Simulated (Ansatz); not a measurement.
Ge₁₆H₅ (slab)

Input file:

```
crystal:
  lattice:
    - [8.0601468066, 0.0, 0.0]
    - [-4.0300734033, 6.9802918927, 0.0]
    - [0.0, 0.0, 23.6431764433]
  atoms:
    - { symbol: Ge, position: [0.6666666667, 0.3333333333, 0.4030761274] }
    - { symbol: Ge, position: [0.6666666667, 0.8333333333, 0.4030761274] }
    - { symbol: Ge, position: [0.1666666667, 0.3333333333, 0.4030761274] }
    - { symbol: Ge, position: [0.1666666667, 0.8333333333, 0.4030761274] }
    - { symbol: Ge, position: [0.5, 0.5, 0.4378698993] }
    - { symbol: Ge, position: [0.5, 0.0, 0.4378698993] }
    - { symbol: Ge, position: [0.0, 0.5, 0.4378698993] }
    - { symbol: Ge, position: [0.0, 0.0, 0.4378698993] }
    - { symbol: Ge, position: [0.0, 0.5, 0.5426171666] }
    - { symbol: Ge, position: [-0.0016473852, -0.0008236926, 0.5422269359] }
    - { symbol: Ge, position: [0.5008236926, 0.5016473852, 0.5422269359] }
    - { symbol: Ge, position: [0.5008236926, -0.0008236926, 0.5422269359] }
    - { symbol: Ge, position: [0.8335260217, 0.6664739783, 0.5781012579], spin: -0.23 }
    - { symbol: Ge, position: [0.8335260217, 0.1670520433, 0.5781012579], spin: -0.23 }
    - { symbol: Ge, position: [0.3329479567, 0.6664739783, 0.5781012579], spin: -0.23 }
    - { symbol: Ge, position: [0.3333333333, 0.1666666667, 0.5744888887] }
    - { symbol: H, position: [0.6665235246, 0.3332617623, 0.337090653] }
    - { symbol: H, position: [0.6666666667, 0.8333333333, 0.3372830822] }
    - { symbol: H, position: [0.1667382377, 0.3332617623, 0.337090653] }
    - { symbol: H, position: [0.1667382377, 0.8334764754, 0.337090653] }
    - { symbol: H, position: [0.3333333333, 0.1666666667, 0.6402468761] }
basis:
  ecutwfc: 420
kpoints:
  mp_grid: { grid: [3, 3, 1] }
hamiltonian:
  xc: pbe
  dispersion: d3bj
scf:
  occupations: { method: gaussian, width: 0.1 }
output:
  forces: true
  eigenvalues: true
  populations: true
  write_density: true
  volumetric_format: npy
magnetization:
  spin_polarized: true
efield:
  axis: 3
  dipole_correction: true
  ramp_width: 0.04
```

Run with:

```sh
ansatz run input.yaml --threads 8 --pin off --max-ram 20480MiB --backend cpu --events-out ev --progress --plain --runs-dir out
```

Spin-polarised.

These are results of Ansatz 0.2.0, DFT PBE+D3(BJ), scalar-relativistic, plane waves, PAW, not measurements.

Question: What will maps of the valence pseudo-density show?

Answer: Ge–H (1.56 Å): the density is about 0.97 e/Å³ at the midpoint.

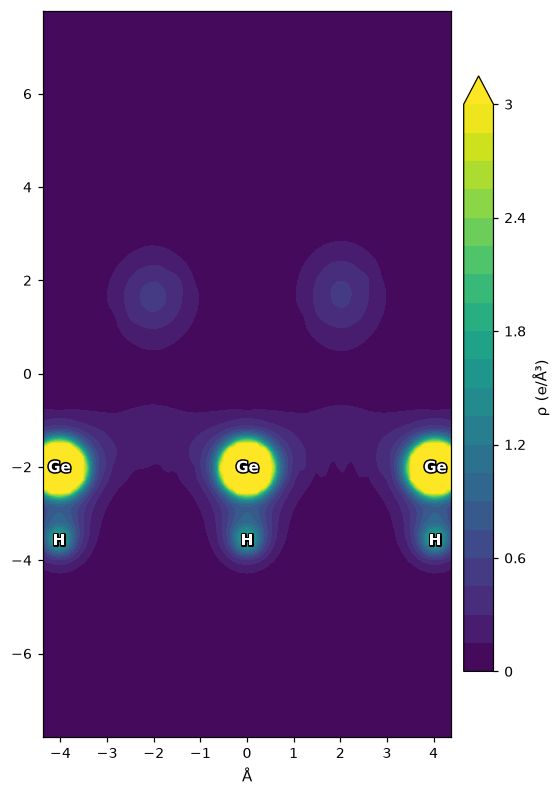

Computed valence pseudo-density on the (100) plane of the calculation cell, a cut from vacuum to vacuum. 

In a PAW calculation such maps are meaningful between the atoms, not at the nuclei.
